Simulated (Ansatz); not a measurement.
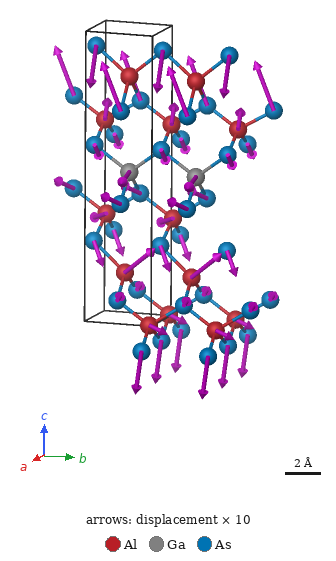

A relaxation of solid Al5GaAs6 (a generated structure, set up in P1) (coarse preliminary run). The starting structure is drawn; purple arrows show the displacements (the part carried along by the change of the cell is left out), 10 times their true length.

The picture is a ball-and-stick view of the cell of the calculation, reduced to other axes, repeated 1 × 2 × 1 with one cell outlined, seen slightly off an axis. Lengths and directions refer to the drawn axes.

Level of theory: Ansatz, DFT PBE, scalar-relativistic, plane waves, PAW.

Input
```yaml
crystal:
  lattice:
    - [4.0622559571, -0.0364825398, 0.0585722545]
    - [-0.0364825398, 4.0490800207, 0.0361690329]
    - [0.2482326788, 0.1532865008, 17.2207557102]
  atoms:
    - { symbol: Al, position: [0.0341033516, 0.0366837505, 0.6633241368] }
    - { symbol: Al, position: [0.4466304341, 0.4712492019, 0.8437150721] }
    - { symbol: Al, position: [-0.0260105038, 0.0092206472, -0.0032451343] }
    - { symbol: Al, position: [0.5073774119, 0.5004868555, 0.1655657077] }
    - { symbol: Al, position: [0.0077043205, 0.0409630014, 0.339227598] }
    - { symbol: Ga, position: [0.4913842807, 0.428555948, 0.4984247441] }
    - { symbol: As, position: [0.4983242324, 0.023456902, 0.9187805054] }
    - { symbol: As, position: [0.0134632783, 0.5184965949, 0.0673190848] }
    - { symbol: As, position: [0.5276846203, -0.0086967538, 0.2673933069] }
    - { symbol: As, position: [-0.0013048502, 0.5301399709, 0.4095511132] }
    - { symbol: As, position: [0.5175495861, -0.0441189601, 0.5886262272] }
    - { symbol: As, position: [-0.016906162, 0.4935628417, 0.7413176381] }
basis:
  ecutwfc: 420
kpoints:
  mp_grid: { grid: [4, 4, 1] }
hamiltonian:
  xc: pbe
scf:
  occupations: { method: gaussian, width: 0.1 }
  lower_state_search: "off"
output:
  forces: true
  stress: true
  eigenvalues: true
relax:
  adjacent_minimum: "off"
  f_tol: 0.025
  max_steps: 60
  cell: { stress_tol: 0.25 }
```

Launched with:
```bash
ansatz run input.yaml --threads 4 --pin off --max-ram 8192MiB --backend cpu --events-out ev --progress --plain --runs-dir out
```

> Describe the change and its energy.

After 5 accepted moves (6 points after the start) the energy has fallen by 2.038 eV per cell of the calculation. The largest force component goes from 3 to 0.0012 eV/Å. Pressure: 1.49 GPa at the start and 0.00 GPa at the end. At 1 point the geometry stayed and the basis and grid were re-selected for the new cell (energy shift of 0.2 meV per cell of the calculation at most each time). As9 moves most relative to the cell: 0.32 Å along [1 −3 2]. Largest moves by element: As 0.32 Å, Al 0.30 Å, Ga 0.29 Å. The drawn cell changes as follows: a 4.049 → 4.075 Å (+0.6 %), b 4.063 → 4.075 Å (+0.3 %), c 17.223 → 17.016 Å (−1.2 %), α 91.6° → 90.0°, β 91.0° → 90.0°, γ 91.0° → 90.0°; the volume changes by −0.2 %. Near-neighbour distances that change, for instance: Al2–As12 2.763 → 2.482 Å, Al2–As7 2.225 → 2.482 Å, Al4–As9 2.687 → 2.482 Å, Al4–As8 2.663 → 2.482 Å. Among the angles between lasting bonds that change: As10–Ga6–As11 123.3° → 109.3°, As11–Al1–As12 96.1° → 108.9°, Al2–As12–Al2 98.0° → 110.4°. The space group (tolerance 0.01 Å) goes from P1 (No. 1) to P-4m2 (No. 115).
